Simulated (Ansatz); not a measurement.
# MoSe (rocksalt): the equilibrium volume, part 1 of 2

Aim: the volume at which the pressure of MoSe (rocksalt) vanishes. The start comes from a prototype table, not from a measured structure.

Method: DFT PBE, scalar-relativistic, plane waves, PAW, in Ansatz 0.2.0.

2 further runs of the same task are left out: 2 that didn't finish.

**1. The structure to begin with**

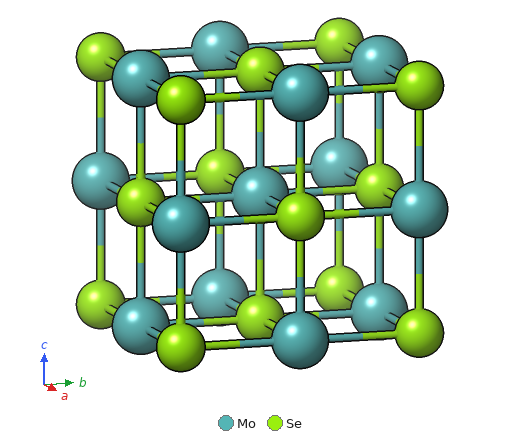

The starting structure, seen slightly off an axis (molybdenum teal, selenium green). Atoms on the faces are drawn again on the opposite ones. The cell drawn here is the conventional one.

Structure file:

```xyz
2
Lattice="0.0000 2.6700 2.6700 2.6700 0.0000 2.6700 2.6700 2.6700 0.0000" Properties=species:S:1:pos:R:3 pbc="T T T"
Mo    2.6700    2.6700    2.6700
Se    0.0000    0.0000    0.0000
```

Starting moments: Mo 3.00 μB.

**2. At the starting volume**

input.yaml

```yaml
crystal:
  lattice:
    - [0.0, 2.67, 2.67]
    - [2.67, 0.0, 2.67]
    - [2.67, 2.67, 0.0]
  atoms:
    - { symbol: Mo, position: [0.5, 0.5, 0.5], spin: 3.0 }
    - { symbol: Se, position: [0.0, 0.0, 0.0] }
basis:
  ecutwfc: 420
  ecutrho_ratio: 4
kpoints:
  mp_grid: { grid: [12, 12, 12] }
hamiltonian:
  xc: pbe
scf:
  occupations: { method: gaussian, width: 0.05 }
output:
  forces: true
  stress: true
  eigenvalues: true
  populations: true
magnetization:
  spin_polarized: true
```

The run is started by

```bash
> ansatz run input.yaml --threads 2 --pin off --max-ram 2662MiB --backend cpu --events-out ev --progress --plain --runs-dir out
```

The log of the run:

```text
Warning: RAYON_NUM_THREADS=2 ignored (pool sized by the plan → 2); use --threads N
Engine: ansatz 0.2.0, aarch64-unknown-linux-gnu
Pseudopotentials: kind: paw
Pseudopotential: Mo, paw, valence charge 14, recommended cutoff 420 eV (normal), Mo.paw.azcp
Pseudopotential: Se, paw, valence charge 16, recommended cutoff 420 eV (normal), Se.paw.azcp
Functional definition: PBE
  parameter kappa = 0.804
  parameter beta = 0.06672455060314922
  exchange = pbe_x(kappa = kappa, mu = beta*pi^2/3)
  correlation = pbe_c(beta = beta)
Crystal: 2 atoms, lattice volume = 38.068 Å³
Basis set: ecut = 420 eV, 725 PW (Γ), exchange–correlation on 54×54×54 points (8 copies of the dense FFT grid, shifted against one another)
Bands: 21, of which v1, the nominal top of the filled ones, is band 15 counted from 1 (14 counted from 0)
Symmetry: 48 space group operations
Space group: Fm-3m (ITA 225), of the structure as read, at distance tolerance 3.4e-5 Å
Magnetic group: BNS 225.116 (UNI 1618), of the structure as read, at distance tolerance 3.4e-5 Å
k-points: 72 of 1728
Non-local potential: Mo, projectors of the file, l = 0: 3, l = 1: 2, l = 2: 2, l = 3: 1
Non-local potential: Se, projectors of the file, l = 0: 2, l = 1: 2, l = 2: 3, l = 3: 1
PAW form: soft (Blöchl's): semilocal exchange-correlation on the pseudo side does not see the compensation charge
PAW one-centre angular grid: Mo, 590 points (default); XC on 64 Gauss nodes
PAW one-centre angular grid: Se, 590 points (default); XC on 64 Gauss nodes
Initial density: superposition of atomic densities (chi_scale 0.1, normalization cell)
Starting moments: Σ|m| = 3 μB on 1 of 2 sites
Initial wavefunctions: pseudopotential atomic-orbital guess
Functional: x = pbe(κ = 0.804, μ = 0.2195149727645171), c = pbe(β = 0.06672455060314922)
SCF iter   1: F=—  HF=-10424.393871 eV  |F-HF|=—  |Δ(HF+E_count)|=         —  Δρ=4.43e-2 (↑4.43e-2 ↓1.57e-2)  dr2=1.29e0  dr2_m=1.84e-1  M=2.051 μB ∫|m|=2.067 μB  β_m=0.30  ethr=3.10e-3  ⟨swp⟩=5.8  Hψ=14163  notcnv=0
Mixer restart at iter 1: flushing history
preconditioner: auto → Kerker (q_TF=auto, 2.622 Å⁻¹)  [metal: Δε(μ)=0.009 eV  Ē_g=9.660 eV  σ=0.050 eV  W_gap=0.10  n_scr=14 (ndim 8)  ℏωp=20.8 eV  f_vac=0.000  D(μ)=3.57/eV (n_scr^D=58)]
spin=Collinear: Kerker preconditioning applied to the charge; magnetization (m = ρ↑ − ρ↓) channel mixes plain (no charge-response kernel on spin).
SCF iter   2: F=—  HF=-10424.141484 eV  |F-HF|=—  |Δ(HF+E_count)|=   2.52e-1  Δρ=2.87e-2 (↑2.87e-2 ↓1.15e-2)  dr2=5.83e-1  dr2_m=6.72e-2  M=2.128 μB ∫|m|=2.149 μB  β_m=0.57  ethr=3.10e-3  ⟨swp⟩=2.0  Hψ=4762  notcnv=0  defer=164
SCF iter   3: F=—  HF=-10423.967551 eV  |F-HF|=—  |Δ(HF+E_count)|=   1.74e-1  Δρ=1.12e-2 (↑1.12e-2 ↓7.80e-3)  dr2=9.87e-3  dr2_m=2.57e-2  M=2.456 μB ∫|m|=2.473 μB  β_m=0.78  ethr=1.94e-3  ⟨swp⟩=2.1  Hψ=4390  notcnv=0  defer=179
SCF iter   4: F=—  HF=-10423.998452 eV  |F-HF|=—  |Δ(HF+E_count)|=   3.09e-2  Δρ=2.58e-3 (↑2.58e-3 ↓1.52e-3)  dr2=1.89e-3  dr2_m=9.57e-4  M=2.553 μB ∫|m|=2.567 μB  β_m=0.73  ethr=3.29e-5  ⟨swp⟩=2.0  Hψ=6858  notcnv=0  defer=190
SCF iter   5: F=—  HF=-10423.997793 eV  |F-HF|=—  |Δ(HF+E_count)|=   6.59e-4  Δρ=1.24e-3 (↑1.24e-3 ↓9.12e-4)  dr2=1.42e-4  dr2_m=3.68e-4  M=2.568 μB ∫|m|=2.582 μB  β_m=0.75  ethr=6.29e-6  ⟨swp⟩=2.0  Hψ=5784  notcnv=0  defer=190
SCF iter   6: F=—  HF=-10423.997761 eV  |F-HF|=—  |Δ(HF+E_count)|=   3.17e-5  Δρ=2.33e-4 (↑2.33e-4 ↓1.85e-4)  dr2=2.31e-5  dr2_m=8.43e-6  M=2.564 μB ∫|m|=2.579 μB  β_m=0.87  ethr=4.72e-7  ⟨swp⟩=2.0  Hψ=4419  notcnv=0  defer=190
SCF iter   7: F=—  HF=-10423.997772 eV  |F-HF|=—  |Δ(HF+E_count)|=   1.08e-5  Δρ=4.88e-5 (↑4.88e-5 ↓3.74e-5)  dr2=2.17e-6  dr2_m=2.61e-7  M=2.564 μB ∫|m|=2.578 μB  β_m=0.94  ethr=7.71e-8  ⟨swp⟩=2.7  Hψ=4963  notcnv=0  defer=190
SCF iter   8: F=—  HF=-10423.997773 eV  |F-HF|=—  |Δ(HF+E_count)|=   8.93e-7  Δρ=8.40e-6 (↑8.40e-6 ↓8.21e-6)  dr2=8.09e-8  dr2_m=9.02e-9  M=2.564 μB ∫|m|=2.578 μB  β_m=0.97  ethr=7.24e-9  ⟨swp⟩=2.0  Hψ=3816  notcnv=0  defer=190
SCF iter   9: F=-10423.997773 eV  HF=-10423.997773 eV  |F-HF|=2.35e-9  |Δ(HF+E_count)|=   3.63e-8  Δρ=2.06e-6 (↑1.46e-6 ↓2.06e-6)  dr2=3.64e-9  dr2_m=4.60e-10  M=2.564 μB ∫|m|=2.578 μB  ethr=2.70e-10  ⟨swp⟩=5.6  Hψ=11723  notcnv=0
SCF 1 converged in 9 iterations: F = -10423.997773 eV  dr2 = 3.64e-9
SCF converged after 9 iterations
Magnetization: 2.5639 μB (16.2820 up, 13.7180 down)
Absolute magnetization: 2.5768 μB (∫|ρ↑−ρ↓|, with the PAW one-centre terms)
Spin contamination: 0.0166 ħ² per cell (⟨S²⟩ above its minimum at these occupations)
Per-site moments (μB) at R_I (Å): [(1.9857245868382905, 1.101375), (0.029873562531879363, 1.101375)]
Free energy (F): -10423.997773 eV
Harris-Foulkes:  -10423.997773 eV  (|F-HF|=2.35e-9)
Internal energy: -10423.996038 eV  (E = F + TS)
E sigma→0 (E₀):  -10423.996905 eV
Entropy (-TS):   -0.001736 eV (-0.868 meV/atom)
Fermi energy:    15.254027 eV
--- Per-component energies (eV) ---
  E_band       = -428.684295
  E_kinetic    = 562.080008
  E_local      = -3079.288185  (includes V_loc(G=0)·N_el)
  E_nonlocal   = -447.819780
  E_hartree    = 1395.674151
  E_xc         = -287.216205
  E_vxc        = -326.645100  (∫ρ·V_xc dr)
  E_paw        = -5115.072716  (= ΣΔE_a)
  E_vpaw       = 71.642050  (= ΣTr[D̂ρ^β])
  E_aug_tail   = -0.000569  (compensation charges beyond the density's cutoff)
  E_ewald      = -3452.352742
  E_smearing   = -0.001736  (= −TS)
  E_closure    = 0.000000  (closes the sum)
  Σ components = -10423.997773   (vs F -10423.997773, Δ=0.00e0)
--- Forces (eV/Å), atoms counted from 1 ---
  atom   1  Mo     0.00000000    -0.00000000    -0.00000000
  atom   2  Se    -0.00000000     0.00000000    -0.00000000
  max |Σ_I F_I| component: 8.93e-29 eV/Å
--- Stress (GPa, compression-positive) ---
        0.659673      -0.000000       0.000000
       -0.000000       0.659673      -0.000000
        0.000000       0.000000       0.659673
  P = ⅓ Tr σ = 0.6597 GPa (6.597 kbar)
--- Band table (eV; the first three rows and the last of 144) ---
  k-point 0 ↑: bands = ["-46.4754", "-33.7226", "-33.7226", "-33.7094", "-33.7094", "-33.7094", "-20.6586", "-20.6586", "-20.6586", "-0.3088", "12.8680", "12.8680", "12.8680", "13.0093", "13.0093", "13.0093", "13.4041", "13.4041", "17.1765", "23.1485", "26.5913"]
  k-point 1 ↑: bands = ["-46.4751", "-33.7227", "-33.7227", "-33.7094", "-33.7094", "-33.7094", "-20.6644", "-20.6591", "-20.6591", "-0.2332", "11.9849", "12.1686", "12.1686", "13.0182", "13.0182", "13.4378", "14.2950", "14.2950", "17.7079", "23.1954", "26.0586"]
  k-point 2 ↑: bands = ["-46.4741", "-33.7228", "-33.7228", "-33.7094", "-33.7093", "-33.7093", "-20.6803", "-20.6602", "-20.6602", "-0.0170", "10.7758", "11.3560", "11.3560", "13.2462", "13.2462", "13.7041", "15.4586", "15.4586", "18.8075", "22.9781", "25.2790"]
  k-point 71 ↓: bands = ["-45.0286", "-33.7159", "-33.7151", "-33.7071", "-33.7071", "-33.7065", "-19.1145", "-19.1145", "-19.0925", "1.0570", "10.0080", "10.0080", "10.0864", "15.7758", "15.7758", "16.5008", "16.8024", "16.9773", "22.6876", "23.6888", "23.7329"]
--- Löwdin populations: 2 sites ---
  site symbol       q [e]    m [muB]
     0     Mo     13.7745     2.5364
     1     Se     16.1308     0.0160
  spilling = 0.003156 (of n_electrons = 30.000000)
```

It took 4.8 s on 2 threads of Arm Neoverse V1, shared host; peak memory 0.39 GiB.

Read off: volume 19.034 Å³/atom, pressure 0.66 GPa, no gap, moments in the atoms' spheres Mo 1.99 μB.

**3. Next volume: 19.118 Å³/atom**

Edit input.yaml of step 2 so:

```diff
@@ -2,7 +2,7 @@
   lattice:
-    - [0.0, 2.67, 2.67]
-    - [2.67, 0.0, 2.67]
-    - [2.67, 2.67, 0.0]
+    - [0.0, 2.6739083337, 2.6739083337]
+    - [2.6739083337, 0.0, 2.6739083337]
+    - [2.6739083337, 2.6739083337, 0.0]
   atoms:
-    - { symbol: Mo, position: [0.5, 0.5, 0.5], spin: 3.0 }
+    - { symbol: Mo, position: [0.5, 0.5, 0.5], spin: 2.18 }
     - { symbol: Se, position: [0.0, 0.0, 0.0] }
```

The run is started by

```bash
> ansatz run input.yaml --threads 2 --pin off --max-ram 2662MiB --backend cpu --events-out ev --progress --plain --runs-dir out
```

The log of the run:

```text
Warning: RAYON_NUM_THREADS=2 ignored (pool sized by the plan → 2); use --threads N
[... 9 set-up lines as earlier in the session ...]
Crystal: 2 atoms, lattice volume = 38.236 Å³
Basis set: ecut = 420 eV, 725 PW (Γ), exchange–correlation on 54×54×54 points (8 copies of the dense FFT grid, shifted against one another)
Bands: 21, of which v1, the nominal top of the filled ones, is band 15 counted from 1 (14 counted from 0)
[... 2 set-up lines as earlier in the session ...]
Magnetic group: BNS 225.116 (UNI 1618), of the structure as read, at distance tolerance 3.4e-5 Å
k-points: 72 of 1728
[... 6 set-up lines as earlier in the session ...]
Starting moments: Σ|m| = 2.18 μB on 1 of 2 sites
[... 2 set-up lines as earlier in the session ...]
SCF iter   1: F=—  HF=-10424.335123 eV  |F-HF|=—  |Δ(HF+E_count)|=         —  Δρ=3.27e-2 (↑3.27e-2 ↓1.83e-2)  dr2=1.35e0  dr2_m=4.04e-2  M=1.797 μB ∫|m|=1.802 μB  β_m=0.30  ethr=3.10e-3  ⟨swp⟩=5.8  Hψ=14137  notcnv=0
Mixer restart at iter 1: flushing history
preconditioner: auto → Kerker (q_TF=auto, 2.620 Å⁻¹)  [metal: Δε(μ)=0.012 eV  Ē_g=9.588 eV  σ=0.050 eV  W_gap=0.13  n_scr=14 (ndim 8)  ℏωp=20.8 eV  f_vac=0.000  D(μ)=3.72/eV (n_scr^D=58)]
spin=Collinear: Kerker preconditioning applied to the charge; magnetization (m = ρ↑ − ρ↓) channel mixes plain (no charge-response kernel on spin).
SCF iter   2: F=—  HF=-10424.111759 eV  |F-HF|=—  |Δ(HF+E_count)|=   2.23e-1  Δρ=2.15e-2 (↑2.15e-2 ↓1.46e-2)  dr2=6.12e-1  dr2_m=1.75e-2  M=1.856 μB ∫|m|=1.865 μB  β_m=0.59  ethr=3.10e-3  ⟨swp⟩=2.0  Hψ=4761  notcnv=0  defer=156
SCF iter   3: F=—  HF=-10423.967145 eV  |F-HF|=—  |Δ(HF+E_count)|=   1.45e-1  Δρ=1.64e-2 (↑1.64e-2 ↓1.25e-2)  dr2=1.20e-2  dr2_m=6.60e-2  M=2.345 μB ∫|m|=2.359 μB  β_m=0.79  ethr=2.04e-3  ⟨swp⟩=2.1  Hψ=4451  notcnv=0  defer=169
SCF iter   4: F=—  HF=-10423.993511 eV  |F-HF|=—  |Δ(HF+E_count)|=   2.64e-2  Δρ=9.10e-3 (↑9.10e-3 ↓6.57e-3)  dr2=4.06e-3  dr2_m=2.03e-2  M=2.518 μB ∫|m|=2.529 μB  β_m=0.90  ethr=4.00e-5  ⟨swp⟩=2.2  Hψ=6586  notcnv=0  defer=184
SCF iter   5: F=—  HF=-10423.998974 eV  |F-HF|=—  |Δ(HF+E_count)|=   5.46e-3  Δρ=3.02e-3 (↑3.02e-3 ↓2.21e-3)  dr2=1.02e-3  dr2_m=2.29e-3  M=2.590 μB ∫|m|=2.605 μB  β_m=0.76  ethr=1.35e-5  ⟨swp⟩=2.0  Hψ=5870  notcnv=0  defer=184
SCF iter   6: F=—  HF=-10423.998251 eV  |F-HF|=—  |Δ(HF+E_count)|=   7.23e-4  Δρ=6.40e-4 (↑6.40e-4 ↓5.33e-4)  dr2=6.72e-5  dr2_m=1.10e-4  M=2.578 μB ∫|m|=2.593 μB  β_m=0.88  ethr=3.39e-6  ⟨swp⟩=2.0  Hψ=5405  notcnv=0  defer=184
SCF iter   7: F=—  HF=-10423.998232 eV  |F-HF|=—  |Δ(HF+E_count)|=   1.93e-5  Δρ=5.07e-5 (↑5.07e-5 ↓4.31e-5)  dr2=3.72e-6  dr2_m=1.04e-7  M=2.575 μB ∫|m|=2.590 μB  β_m=0.94  ethr=2.24e-7  ⟨swp⟩=2.0  Hψ=4931  notcnv=0  defer=184
SCF iter   8: F=—  HF=-10423.998232 eV  |F-HF|=—  |Δ(HF+E_count)|=   4.43e-7  Δρ=2.63e-5 (↑2.63e-5 ↓2.15e-5)  dr2=2.48e-7  dr2_m=1.54e-7  M=2.575 μB ∫|m|=2.590 μB  β_m=0.97  ethr=1.24e-8  ⟨swp⟩=2.0  Hψ=3739  notcnv=0  defer=184
SCF iter   9: F=—  HF=-10423.998233 eV  |F-HF|=—  |Δ(HF+E_count)|=   9.33e-8  Δρ=2.32e-6 (↑2.30e-6 ↓2.32e-6)  dr2=2.71e-9  dr2_m=9.50e-10  M=2.575 μB ∫|m|=2.590 μB  β_m=0.98  ethr=8.27e-10  ⟨swp⟩=2.0  Hψ=3908  notcnv=0  defer=184
SCF iter  10: F=-10423.998233 eV  HF=-10423.998233 eV  |F-HF|=2.09e-10  |Δ(HF+E_count)|=   4.02e-9  Δρ=6.97e-7 (↑6.89e-7 ↓6.97e-7)  dr2=1.10e-10  dr2_m=1.28e-10  M=2.575 μB ∫|m|=2.590 μB  ethr=9.03e-12  ⟨swp⟩=5.0  Hψ=9984  notcnv=0
SCF 1 converged in 10 iterations: F = -10423.998233 eV  dr2 = 1.10e-10
SCF converged after 10 iterations
Magnetization: 2.5753 μB (16.2877 up, 13.7123 down)
Absolute magnetization: 2.5891 μB (∫|ρ↑−ρ↓|, with the PAW one-centre terms)
Spin contamination: 0.0168 ħ² per cell (⟨S²⟩ above its minimum at these occupations)
Per-site moments (μB) at R_I (Å): [(1.9973569567446008, 1.10298718765125), (0.029004983568123383, 1.10298718765125)]
Free energy (F): -10423.998233 eV
Harris-Foulkes:  -10423.998233 eV  (|F-HF|=2.09e-10)
Internal energy: -10423.996598 eV  (E = F + TS)
E sigma→0 (E₀):  -10423.997415 eV
Entropy (-TS):   -0.001634 eV (-0.817 meV/atom)
Fermi energy:    15.174976 eV
--- Per-component energies (eV) ---
  E_band       = -430.946707
  E_kinetic    = 561.886516
  E_local      = -3086.982415  (includes V_loc(G=0)·N_el)
  E_nonlocal   = -447.816403
  E_hartree    = 1398.434021
  E_xc         = -287.137540
  E_vxc        = -326.537721  (∫ρ·V_xc dr)
  E_paw        = -5115.073620  (= ΣΔE_a)
  E_vpaw       = 71.635973  (= ΣTr[D̂ρ^β])
  E_aug_tail   = -0.000567  (compensation charges beyond the density's cutoff)
  E_ewald      = -3447.306590
  E_smearing   = -0.001634  (= −TS)
  E_closure    = -0.000000  (closes the sum)
  Σ components = -10423.998233   (vs F -10423.998233, Δ=0.00e0)
--- Forces (eV/Å), atoms counted from 1 ---
  atom   1  Mo     0.00000000     0.00000000     0.00000000
  atom   2  Se    -0.00000000     0.00000000     0.00000000
  max |Σ_I F_I| component: 6.24e-29 eV/Å
--- Stress (GPa, compression-positive) ---
        0.212998      -0.000000      -0.000000
       -0.000000       0.212998       0.000000
       -0.000000      -0.000000       0.212998
  P = ⅓ Tr σ = 0.2130 GPa (2.130 kbar)
--- Band table (eV; the first three rows and the last of 144) ---
  k-point 0 ↑: bands = ["-46.5634", "-33.7974", "-33.7974", "-33.7844", "-33.7844", "-33.7844", "-20.7461", "-20.7461", "-20.7461", "-0.3647", "12.7940", "12.7940", "12.7940", "12.9290", "12.9290", "12.9290", "13.3268", "13.3268", "17.0590", "23.0695", "26.4750"]
  k-point 1 ↑: bands = ["-46.5630", "-33.7975", "-33.7975", "-33.7844", "-33.7844", "-33.7844", "-20.7517", "-20.7465", "-20.7465", "-0.2897", "11.9112", "12.0949", "12.0949", "12.9430", "12.9430", "13.3574", "14.2111", "14.2111", "17.5903", "23.1126", "25.9466"]
  k-point 2 ↑: bands = ["-46.5621", "-33.7976", "-33.7976", "-33.7844", "-33.7843", "-33.7843", "-20.7673", "-20.7476", "-20.7476", "-0.0753", "10.7057", "11.2863", "11.2863", "13.1695", "13.1695", "13.6219", "15.3681", "15.3681", "18.6889", "22.8842", "25.1671"]
  k-point 71 ↓: bands = ["-45.1100", "-33.7909", "-33.7901", "-33.7823", "-33.7823", "-33.7817", "-19.1934", "-19.1934", "-19.1719", "0.9897", "9.9440", "9.9440", "10.0233", "15.6995", "15.6995", "16.4169", "16.7121", "16.8944", "22.5659", "23.5767", "23.6302"]
--- Löwdin populations: 2 sites ---
  site symbol       q [e]    m [muB]
     0     Mo     13.7703     2.5490
     1     Se     16.1353     0.0148
  spilling = 0.003146 (of n_electrons = 30.000000)
```

It took 5 s on 2 threads of Arm Neoverse V1, shared host; peak memory 0.39 GiB.

Result: volume 19.118 Å³/atom, pressure 0.21 GPa, no gap, moments in the atoms' spheres Mo 2.00 μB.

(Continued in part 2 of 2.)
